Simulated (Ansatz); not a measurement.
# Geometry relaxation of Ta (part 2 of 2)

Continued. System: Ta (slab, 5 atoms in the cell). Method: DFT PBEsol, scalar-relativistic, plane waves, PAW, no spin polarisation (Ansatz 0.2.0); cutoff 420 eV, 9×9×1 k-mesh, Gaussian smearing of 0.1 eV. The structure derives from an entry of the Crystallography Open Database. The input holds or restrains some coordinates. It belongs to a series of runs on one base structure; here: clean slab, lower half held.

Geometry of the input (Å; fractional positions):
```
3.2805  0.0000  0.0000
0.0000  3.2805  0.0000
0.0000  0.0000  23.5610
Ta 0.5000  0.5000  0.3608
Ta 0.0000  0.0000  0.4304
Ta 0.5000  0.5000  0.5000
Ta 0.0000  0.0000  0.5696
Ta 0.5000  0.5000  0.6392
```

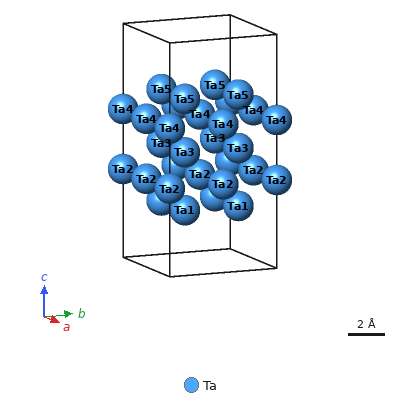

Figure 1. The geometry at step 2 of the log (spheres-only view of the 2 × 2 repeat of the cell, with the vacuum cut short, seen slightly off an axis; atoms are numbered from 1 in the order of the input).

Output, continued:
```
SCF iter   1: F=—  HF=-49028.643781 eV  |F-HF|=—  |Δ(HF+E_count)|=         —  Δρ=6.96e-3  dr2=1.25e0  ethr=1.80e-3  p=0.015 e·Å  D=1.10e-2 V/Å  ΔV_dip=-0.26 eV  dr2_dipole=1.77e-1  V_vac-E_F(+/−)=3.82/4.08 eV  ⟨swp⟩=1.1  Hψ=1954  notcnv=0  defer=14
efield: sawtooth ramp at fractional position 0.9800 (handed on by an earlier solve), width 0.0400; the density the first Hamiltonian is built on has a dipole p = 0.015 e·Å; the dipole correction subtracts the counter field D = 1.10e-2 V/Å, which shifts the + side's vacuum level by -0.26 eV against the − side's; the planar-averaged density in the ramp window peaks in size at 1.6e-6 e/Å³
preconditioner: auto → LDOS  [metal: Δε(μ)=0.060 eV  Ē_g=3.386 eV  σ=0.100 eV  W_gap=0.31  n_scr=44 (ndim 8)  ℏωp=11.7 eV  f_vac=0.555  D(μ)=5.41/eV (n_scr^D=26)  β→1.0]
SCF iter   2: F=—  HF=-49028.608945 eV  |F-HF|=—  |Δ(HF+E_count)|=   3.48e-2  Δρ=3.84e-3  dr2=3.57e-1  ethr=1.80e-3  p=0.006 e·Å  D=4.49e-3 V/Å  ΔV_dip=-0.11 eV  dr2_dipole=2.48e-3  V_vac-E_F(+/−)=4.02/4.12 eV  ⟨swp⟩=3.2  Hψ=794  notcnv=0  defer=14
SCF iter   3: F=—  HF=-49028.593008 eV  |F-HF|=—  |Δ(HF+E_count)|=   1.59e-2  Δρ=1.18e-3  dr2=3.78e-2  ethr=5.50e-4  p=0.013 e·Å  D=9.22e-3 V/Å  ΔV_dip=-0.22 eV  dr2_dipole=8.37e-3  V_vac-E_F(+/−)=3.88/4.09 eV  ⟨swp⟩=2.3  Hψ=770  notcnv=0  defer=13
SCF iter   4: F=—  HF=-49028.591279 eV  |F-HF|=—  |Δ(HF+E_count)|=   1.73e-3  Δρ=2.76e-4  dr2=1.25e-3  ethr=5.82e-5  p=0.013 e·Å  D=8.95e-3 V/Å  ΔV_dip=-0.21 eV  dr2_dipole=5.25e-5  V_vac-E_F(+/−)=3.87/4.08 eV  ⟨swp⟩=2.0  Hψ=793  notcnv=0  defer=13
SCF iter   5: F=—  HF=-49028.591175 eV  |F-HF|=—  |Δ(HF+E_count)|=   1.03e-4  Δρ=8.25e-5  dr2=1.44e-4  ethr=1.92e-6  p=0.013 e·Å  D=9.39e-3 V/Å  ΔV_dip=-0.22 eV  dr2_dipole=2.20e-5  V_vac-E_F(+/−)=3.86/4.08 eV  ⟨swp⟩=2.4  Hψ=927  notcnv=0  defer=13
iter 6 did not close the SCF: its close was put off until two iterations running show no level that it waits for move by more than its bar (scf_convergence_deferred on its scf_iter line)
SCF iter   6: F=-49028.591169 eV  HF=-49028.591171 eV  |F-HF|=2.09e-6  |Δ(HF+E_count)|=   4.13e-6  Δρ=2.59e-5  dr2=6.02e-6  ethr=9.26e-9  p=0.014 e·Å  D=9.65e-3 V/Å  ΔV_dip=-0.23 eV  dr2_dipole=4.65e-7  V_vac-E_F(+/−)=3.85/4.08 eV  ⟨swp⟩=20.4  Hψ=6381  notcnv=0
iter 7 did not close the SCF: its close was put off until two iterations running show no level that it waits for move by more than its bar (scf_convergence_deferred on its scf_iter line)
SCF iter   7: F=-49028.591171 eV  HF=-49028.591172 eV  |F-HF|=1.06e-6  |Δ(HF+E_count)|=   6.28e-7  Δρ=9.65e-6  dr2=1.60e-6  ethr=9.26e-9  p=0.014 e·Å  D=9.85e-3 V/Å  ΔV_dip=-0.23 eV  dr2_dipole=2.87e-7  V_vac-E_F(+/−)=3.85/4.08 eV  ⟨swp⟩=12.4  Hψ=5184  notcnv=0
SCF iter   8: F=-49028.591172 eV  HF=-49028.591172 eV  |F-HF|=2.08e-7  |Δ(HF+E_count)|=   1.30e-7  Δρ=3.96e-6  dr2=2.02e-7  ethr=2.46e-9  p=0.014 e·Å  D=9.98e-3 V/Å  ΔV_dip=-0.24 eV  dr2_dipole=9.59e-8  V_vac-E_F(+/−)=3.85/4.08 eV  ⟨swp⟩=10.9  Hψ=5015  notcnv=0
SCF 4 converged in 8 iterations: F = -49028.591172 eV  dr2 = 2.02e-7
relax step   4: F+E_penalty+E_count = -49028.59117165 eV  Δ(F+E_penalty+E_count) = -1.109e-2 eV  max|allowed force component| = 1.515e-1 eV/Å  Δτ_max = 0.0923 Å  (8 SCF iters, dr2 threshold 6.02e-6 eV, accepted)
SCF iter   1: F=—  HF=-49028.594008 eV  |F-HF|=—  |Δ(HF+E_count)|=         —  Δρ=1.29e-3  dr2=2.26e-2  ethr=7.68e-4  p=0.014 e·Å  D=9.98e-3 V/Å  ΔV_dip=-0.24 eV  dr2_dipole=1.27e-3  V_vac-E_F(+/−)=3.85/4.09 eV  ⟨swp⟩=2.3  Hψ=910  notcnv=0  defer=11
efield: sawtooth ramp at fractional position 0.9800 (handed on by an earlier solve), width 0.0400; the density the first Hamiltonian is built on has a dipole p = 0.014 e·Å; the dipole correction subtracts the counter field D = 9.98e-3 V/Å, which shifts the + side's vacuum level by -0.24 eV against the − side's; the planar-averaged density in the ramp window peaks in size at 1.2e-6 e/Å³
preconditioner: auto → LDOS  [metal: Δε(μ)=0.003 eV  Ē_g=3.447 eV  σ=0.100 eV  W_gap=0.02  n_scr=44 (ndim 8)  ℏωp=11.7 eV  f_vac=0.556  D(μ)=5.22/eV (n_scr^D=18)  β→1.0]
SCF iter   2: F=—  HF=-49028.593390 eV  |F-HF|=—  |Δ(HF+E_count)|=   6.18e-4  Δρ=8.40e-4  dr2=1.25e-2  ethr=3.48e-5  p=0.016 e·Å  D=1.16e-2 V/Å  ΔV_dip=-0.27 eV  dr2_dipole=1.47e-3  V_vac-E_F(+/−)=3.81/4.08 eV  ⟨swp⟩=2.0  Hψ=835  notcnv=0  defer=11
SCF iter   3: F=—  HF=-49028.592679 eV  |F-HF|=—  |Δ(HF+E_count)|=   7.10e-4  Δρ=1.95e-4  dr2=5.10e-4  ethr=1.92e-5  p=0.015 e·Å  D=1.08e-2 V/Å  ΔV_dip=-0.25 eV  dr2_dipole=3.91e-6  V_vac-E_F(+/−)=3.83/4.08 eV  ⟨swp⟩=2.0  Hψ=731  notcnv=0  defer=11
SCF iter   4: F=—  HF=-49028.592712 eV  |F-HF|=—  |Δ(HF+E_count)|=   3.28e-5  Δρ=6.05e-5  dr2=4.21e-5  ethr=7.85e-7  p=0.015 e·Å  D=1.08e-2 V/Å  ΔV_dip=-0.26 eV  dr2_dipole=8.93e-6  V_vac-E_F(+/−)=3.83/4.08 eV  ⟨swp⟩=3.0  Hψ=920  notcnv=0  defer=11
SCF iter   5: F=—  HF=-49028.592710 eV  |F-HF|=—  |Δ(HF+E_count)|=   2.14e-6  Δρ=1.81e-5  dr2=5.81e-6  ethr=6.48e-8  p=0.015 e·Å  D=1.08e-2 V/Å  ΔV_dip=-0.25 eV  dr2_dipole=8.01e-7  V_vac-E_F(+/−)=3.83/4.08 eV  ⟨swp⟩=2.0  Hψ=847  notcnv=0  defer=11
SCF iter   6: F=-49028.592710 eV  HF=-49028.592710 eV  |F-HF|=3.27e-7  |Δ(HF+E_count)|=   3.65e-7  Δρ=5.39e-6  dr2=3.74e-7  ethr=2.21e-9  p=0.015 e·Å  D=1.08e-2 V/Å  ΔV_dip=-0.25 eV  dr2_dipole=1.15e-7  V_vac-E_F(+/−)=3.83/4.08 eV  ⟨swp⟩=19.1  Hψ=5605  notcnv=0
SCF 5 converged in 6 iterations: F = -49028.592710 eV  dr2 = 3.74e-7
relax step   5: F+E_penalty+E_count = -49028.59271009 eV  Δ(F+E_penalty+E_count) = -1.538e-3 eV  max|allowed force component| = 3.027e-2 eV/Å  Δτ_max = 0.0234 Å  (6 SCF iters, dr2 threshold 1.43e-6 eV, accepted)
SCF iter   1: F=—  HF=-49028.592704 eV  |F-HF|=—  |Δ(HF+E_count)|=         —  Δρ=1.28e-4  dr2=1.14e-4  ethr=4.10e-6  p=0.015 e·Å  D=1.08e-2 V/Å  ΔV_dip=-0.25 eV  dr2_dipole=9.49e-6  V_vac-E_F(+/−)=3.83/4.09 eV  ⟨swp⟩=1.9  Hψ=874  notcnv=0
efield: sawtooth ramp at fractional position 0.9800 (handed on by an earlier solve), width 0.0400; the density the first Hamiltonian is built on has a dipole p = 0.015 e·Å; the dipole correction subtracts the counter field D = 1.08e-2 V/Å, which shifts the + side's vacuum level by -0.25 eV against the − side's; the planar-averaged density in the ramp window peaks in size at 1.1e-6 e/Å³
preconditioner: auto → LDOS  [metal: Δε(μ)=0.009 eV  Ē_g=3.440 eV  σ=0.100 eV  W_gap=0.05  n_scr=44 (ndim 8)  ℏωp=11.7 eV  f_vac=0.556  D(μ)=5.20/eV (n_scr^D=18)  β→1.0]
SCF iter   2: F=—  HF=-49028.592700 eV  |F-HF|=—  |Δ(HF+E_count)|=   4.61e-6  Δρ=8.17e-5  dr2=6.28e-5  ethr=1.76e-7  p=0.015 e·Å  D=1.08e-2 V/Å  ΔV_dip=-0.25 eV  dr2_dipole=5.32e-6  V_vac-E_F(+/−)=3.83/4.08 eV  ⟨swp⟩=2.3  Hψ=1004  notcnv=0
SCF iter   3: F=—  HF=-49028.592762 eV  |F-HF|=—  |Δ(HF+E_count)|=   6.20e-5  Δρ=1.50e-5  dr2=2.06e-6  ethr=9.67e-8  p=0.015 e·Å  D=1.08e-2 V/Å  ΔV_dip=-0.25 eV  dr2_dipole=2.81e-7  V_vac-E_F(+/−)=3.83/4.08 eV  ⟨swp⟩=2.1  Hψ=807  notcnv=0
SCF iter   4: F=-49028.592761 eV  HF=-49028.592761 eV  |F-HF|=9.46e-9  |Δ(HF+E_count)|=   1.05e-7  Δρ=3.92e-6  dr2=8.15e-8  ethr=1.54e-10  p=0.015 e·Å  D=1.08e-2 V/Å  ΔV_dip=-0.25 eV  dr2_dipole=2.29e-9  V_vac-E_F(+/−)=3.83/4.08 eV  ⟨swp⟩=14.3  Hψ=5458  notcnv=0
SCF 6 converged in 4 iterations: F = -49028.592761 eV  dr2 = 8.15e-8
relax step   6: F+E_penalty+E_count = -49028.59276142 eV  Δ(F+E_penalty+E_count) = -5.134e-5 eV  max|allowed force component| = 1.316e-3 eV/Å  Δτ_max = 0.0022 Å  (4 SCF iters, accepted)
WARN: The output density's exchange-correlation potential varies sharply where the density is thin. Do not read a vacuum level from v_tot or v_xc, or from such a field of the output density. On a cell that repeats whose density bears no net charge and no dipole along the vacuum's axis use v_es (v_loc + v_h of the components); under efield.dipole_correction with no amplitude use v_es + v_field, which holds any external_charges[].barrier, or the levels of the report's work_function block, which leave it out; under a non-zero efield.amplitude the vacuum is tilted and has no level; on a cell that repeats and bears such a dipole with no correction it is tilted too, and efield.dipole_correction with no amplitude gives each side of its ramp a level where efield: is served; in a cell that repeats whose density bears a net charge (total_charge, or a fill off its count) it is curved and has none; of a slab under crystal.periodic whose density bears no net charge use v_es, which has a level on each side, short of where the two are joined; of another it falls or rises all the way out and has none; of a slab beside external_charges read slab_vacuum_level instead, which it has where they leave it neutral. The grid or the basis barely resolves most such structure, and the values can differ between equally converged runs; as a rule a tighter scf.convergence.dr2_threshold does not remove it. Where the density itself ripples (under the LDA too) a higher basis.ecutwfc lessens it. The files hold the spikes' plane waves up to the density's cutoff. Files: v_tot_of_output_density and the like, and their columns of v_z.tsv (output.write_potential); v_xc_of_output_density and the like, and their columns of v_comp_z.tsv (output.write_potential_components). Measured: with its Gaussian average of σ = 0.25 Å subtracted twice, the exchange-correlation potential is over 0.1 eV at 96 of the grid points where the equally averaged density (valence and model cores) is under 1e-3 e/Å³, and 0.278 eV at the most among them, at an averaged density of 3.0e-8 e/Å³. The input density's (outcome.potential() and, of a run that writes arrays, v_tot and v_xc) is over 0.1 eV, so measured, at 212 points of its own thin density, 0.473 eV at the most. See output.write_potential in the manual, Limitations
SCF converged after 4 iterations
Free energy (F): -49028.592761 eV
Harris-Foulkes:  -49028.592761 eV  (|F-HF|=9.46e-9)
Internal energy: -49028.566803 eV  (E = F + TS)
E sigma→0 (E₀):  -49028.579782 eV
Entropy (-TS):   -0.025958 eV (-5.192 meV/atom)
Fermi energy:    4.264526 eV
Dipole field:    D = 0.010836 V/Å  (p = 0.015184 e·Å, saw-weighted, corrected)
Work function:   Φ+ = 3.8286 eV   Φ− = 4.0839 eV
Levels:          The Fermi level and band energies are counted from a zero that moves with the ramp; work functions are not
--- Per-component energies (eV) ---
  E_band       = -1472.758099
  E_kinetic    = 1824.235223
  E_local      = -63709.245523  (includes V_loc(G=0)·N_el)
  E_nonlocal   = 88.712933
  E_hartree    = 30955.346185
  E_xc         = -1079.824815
  E_vxc        = -1012.362784  (∫ρ·V_xc dr)
  E_paw        = -41362.200783  (= ΣΔE_a)
  E_vpaw       = -574.752162  (= ΣTr[D̂ρ^β])
  E_aug_tail   = 0.000719  (compensation charges beyond the density's cutoff)
  E_efield     = 0.000082  (sawtooth field / dipole correction)
  E_vefield    = 0.022333  (∫n·V_field dr)
  E_ewald      = 24253.340945
  E_core_change = 1.068232  (= ΣΔE_core)
  E_smearing   = -0.025958  (= −TS)
  E_closure    = 0.000000  (closes the sum)
  Σ components = -49028.592761   (vs F -49028.592761, Δ=0.00e0)
--- Forces (eV/Å), atoms counted from 1 ---
  atom   1  Ta    -0.00000000     0.00000000     1.48442445
  atom   2  Ta     0.00000000     0.00000000    -1.48210749
  atom   3  Ta     0.00000000     0.00000000    -0.00131632
  atom   4  Ta     0.00000000     0.00000000    -0.00080243
  atom   5  Ta     0.00000000     0.00000000    -0.00025128
  max |Σ_I F_I| component: 5.31e-5 eV/Å
--- Band table (eV; the first three rows and the last of 15) ---
  k-point 0: bands = ["-63.8757", "-63.5464", "-62.9326", "-62.8255", "-62.6026", "-30.4402", "-30.2750", "-30.2750", "-30.2226", "-30.0749", "-30.0749", "-29.7088", "-29.5374", "-29.5374", "-29.3836", "-29.1587", "-29.1587", "-29.0050", "-28.8718", "-28.8718", "-3.3658", "-1.8726", "0.0858", "0.2454", "0.5576", "1.1232", "1.2204", "2.9374", "4.1130", "4.3010", "4.6917", "4.6917", "4.7341", "4.9402", "4.9402", "5.3439", "5.3856", "5.3856", "5.5426"]
  k-point 1: bands = ["-63.8744", "-63.5444", "-62.9282", "-62.8272", "-62.6039", "-30.4443", "-30.3078", "-30.2673", "-30.2425", "-30.1073", "-30.0578", "-29.6917", "-29.6117", "-29.5247", "-29.3205", "-29.2021", "-29.1668", "-28.9736", "-28.8927", "-28.8917", "-3.0996", "-1.6636", "0.1798", "0.4224", "0.7312", "1.1122", "1.4575", "2.9183", "3.9237", "4.1373", "4.2158", "4.3934", "4.5600", "4.8823", "4.9816", "5.0741", "5.3517", "6.1672", "6.2021"]
  k-point 2: bands = ["-63.8712", "-63.5391", "-62.9159", "-62.8325", "-62.6073", "-30.4578", "-30.3861", "-30.2941", "-30.2475", "-30.1799", "-30.0125", "-29.7086", "-29.6807", "-29.4867", "-29.2731", "-29.2357", "-29.1893", "-28.9588", "-28.9511", "-28.9069", "-2.3527", "-1.1249", "0.2770", "0.7419", "0.9725", "1.2783", "2.2334", "3.1557", "3.4438", "3.5673", "3.7248", "4.0159", "4.3962", "4.6484", "4.7355", "5.3733", "5.7611", "6.1225", "6.4667"]
  k-point 14: bands = ["-63.8573", "-63.5207", "-62.8683", "-62.8496", "-62.6057", "-30.5097", "-30.5093", "-30.3803", "-30.3799", "-30.3627", "-30.1419", "-29.8159", "-29.7971", "-29.4557", "-29.4194", "-29.2805", "-29.2706", "-29.1763", "-28.9257", "-28.9110", "0.1490", "0.2997", "1.6335", "1.6485", "2.3326", "2.3860", "2.5676", "2.6463", "2.8864", "3.0692", "3.0831", "3.9201", "4.0968", "5.9191", "6.0463", "6.2914", "6.3030", "6.7443", "6.9344"]
--- Relaxed structure (6 steps of the walk, 6 accepted, 0 SCFs on fresh bases) ---
  F+E_penalty+E_count = -49028.59276142 eV   max|allowed force component| = 1.316e-3 eV/Å
  atoms:
    - { symbol: Ta, position: [0.5, 0.5, 0.3607650742] }
    - { symbol: Ta, position: [0.0, 0.0, 0.4303825371000001] }
    - { symbol: Ta, position: [0.5, 0.5, 0.5002854904074546] }
    - { symbol: Ta, position: [2.9354038742111562e-34, 0.0, 0.5710155414997004] }
    - { symbol: Ta, position: [0.5, 0.5, 0.6308719034943888] }
```

Trajectory as extended XYZ (Å, eV, eV/Å), 6 frames, from step=1 to step=6:
```
5
Lattice="3.2805 0.0000 0.0000 0.0000 3.2805 0.0000 0.0000 0.0000 23.5610" Properties=species:S:1:pos:R:3:forces:R:3 step=1 energy=-49028.41038
Ta    1.6403    1.6403    8.5000    0.0000   0.0000   1.4867
Ta    0.0000    0.0000   10.1403    0.0000   0.0000  -1.4897
Ta    1.6403    1.6403   11.7805    0.0000   0.0000   0.0000
Ta    0.0000    0.0000   13.4208    0.0000   0.0000   1.4897
Ta    1.6403    1.6403   15.0610    0.0000   0.0000  -1.4867
5
Lattice="3.2805 0.0000 0.0000 0.0000 3.2805 0.0000 0.0000 0.0000 23.5610" Properties=species:S:1:pos:R:3:forces:R:3 step=2 energy=-49028.50164
Ta    1.6403    1.6403    8.5000    0.0000   0.0000   1.5183
Ta    0.0000    0.0000   10.1403    0.0000   0.0000  -1.1334
Ta    1.6403    1.6403   11.8078    0.0000   0.0000   0.2332
Ta    0.0000    0.0000   13.5717    0.0000   0.0000  -1.6284
Ta    1.6403    1.6403   14.8646    0.0000   0.0000   1.0076
5
Lattice="3.2805 0.0000 0.0000 0.0000 3.2805 0.0000 0.0000 0.0000 23.5610" Properties=species:S:1:pos:R:3:forces:R:3 step=3 energy=-49028.58008
Ta    1.6403    1.6403    8.5000    0.0000   0.0000   1.4454
Ta    0.0000    0.0000   10.1403    0.0000   0.0000  -1.7814
Ta    1.6403    1.6403   11.7561    0.0000   0.0000  -0.0675
Ta    0.0000    0.0000   13.3850    0.0000   0.0000   0.3104
Ta    1.6403    1.6403   14.7966    0.0000   0.0000   0.0905
5
Lattice="3.2805 0.0000 0.0000 0.0000 3.2805 0.0000 0.0000 0.0000 23.5610" Properties=species:S:1:pos:R:3:forces:R:3 step=4 energy=-49028.59117
Ta    1.6403    1.6403    8.5000    0.0000   0.0000   1.4907
Ta    0.0000    0.0000   10.1403    0.0000   0.0000  -1.4475
Ta    1.6403    1.6403   11.7899    0.0000   0.0000   0.0369
Ta    0.0000    0.0000   13.4616    0.0000   0.0000   0.0712
Ta    1.6403    1.6403   14.8888    0.0000   0.0000  -0.1515
5
Lattice="3.2805 0.0000 0.0000 0.0000 3.2805 0.0000 0.0000 0.0000 23.5610" Properties=species:S:1:pos:R:3:forces:R:3 step=5 energy=-49028.59271
Ta    1.6403    1.6403    8.5000    0.0000   0.0000   1.4855
Ta    0.0000    0.0000   10.1403    0.0000   0.0000  -1.4696
Ta    1.6403    1.6403   11.7894    0.0000   0.0000  -0.0303
Ta    0.0000    0.0000   13.4532    0.0000   0.0000   0.0277
Ta    1.6403    1.6403   14.8655    0.0000   0.0000  -0.0127
5
Lattice="3.2805 0.0000 0.0000 0.0000 3.2805 0.0000 0.0000 0.0000 23.5610" Properties=species:S:1:pos:R:3:forces:R:3 step=6 energy=-49028.59276
Ta    1.6403    1.6403    8.5000    0.0000   0.0000   1.4844
Ta    0.0000    0.0000   10.1403    0.0000   0.0000  -1.4821
Ta    1.6403    1.6403   11.7872    0.0000   0.0000  -0.0013
Ta    0.0000    0.0000   13.4537    0.0000   0.0000  -0.0008
Ta    1.6403    1.6403   14.8640    0.0000   0.0000  -0.0003
```

Key numbers:

- outcome: converged under the restraints of the input
- electrons treated: 65
- free energy: −49028.5928 eV
- work function, top face: 3.83 eV
- work function, bottom face: 4.08 eV
- Fermi energy: 4.265 eV
- gap on the k-point mesh: none (metallic)
- final volume: 253.56 Å³
- work function (upper face): 3.83 eV
- largest force (length of the vector) at the end, held atoms and coordinates included: 1.484 eV/Å
- hardware: 1 thread of Arm Neoverse V2, 24 GiB of memory available, shared host
- wall time: 79 s
- peak memory: 0.45 GiB

Remarks:

The program warns: the exchange-correlation potential is rough where the density is thin. Spin–orbit coupling is left out, which matters for Ta.
